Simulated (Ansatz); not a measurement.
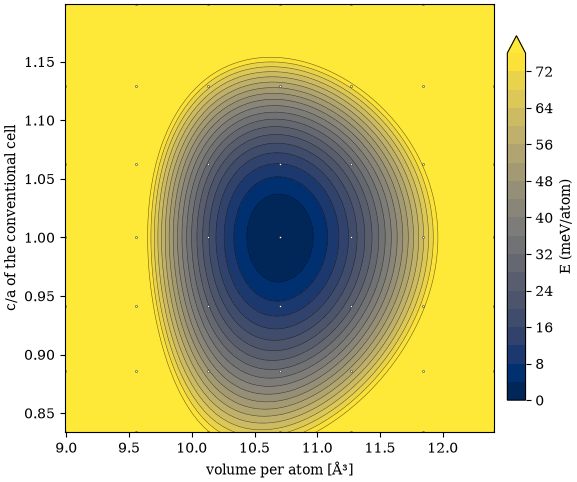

Al3GaN4 (P-43m, No. 215; 8 atoms in the cell). The energy is mapped over volume and the cell's shape. First axis: volume per atom. Second axis: c/a of the conventional cell. Nothing is relaxed (fractional coordinates fixed). The grid has 7 × 7 points. Points are written as (first, second). Energies are in meV/atom, from the lowest grid point. Computed with DFT PBEsol, scalar-relativistic, plane waves, PAW (Ansatz). Settings: cutoff 520 eV, k-mesh 6×6×6, gaussian smearing 0.05 eV, no spin polarisation.

In the figure: filled contours, dots at the grid points, one colour for all values above the top of the scale. Between grid points the surface is interpolated.

> Estimate the position of the minimum and the force constants in these coordinates.

The interpolated minimum is at volume per atom ≈ 10.70 Å³, c/a of the conventional cell ≈ 1.000. The curvatures there are about 0.92 eV/(Å³)² and 46 eV, with a cross term of about 0 eV/Å³ (per cell of 8 atoms). Round the minimum the two coordinates are nearly uncoupled.
